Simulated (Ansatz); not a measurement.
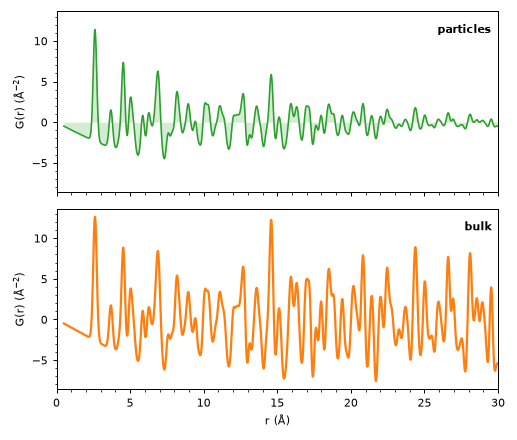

The curve is a calculated X-ray PDF: distances of the static structure, each pair weighted by the product of the atomic numbers (X-ray weights at Q = 0), broadened by Gaussians with σ = 0.12 Å, for spherical particles of Cu with the bulk structure: the bulk G(r) is multiplied by the envelope of a sphere of diameter D, 1 − 3r/2D + r³/2D³, with no surface relaxation. The number density is 0.0786 atoms per Å³. It is based on the input geometry of an electronic-structure calculation (not necessarily at equilibrium); the starting structure was generated, so it need not be a known form of this composition.

Question: Estimate the particle diameter.

Answer: About 40 Å: the amplitude is half of the bulk value at r ≈ 13.9 Å.

Question: Roughly how many atoms does one particle hold?

Answer: About 2600 (number density 0.0786 Å⁻³ times πD³/6).
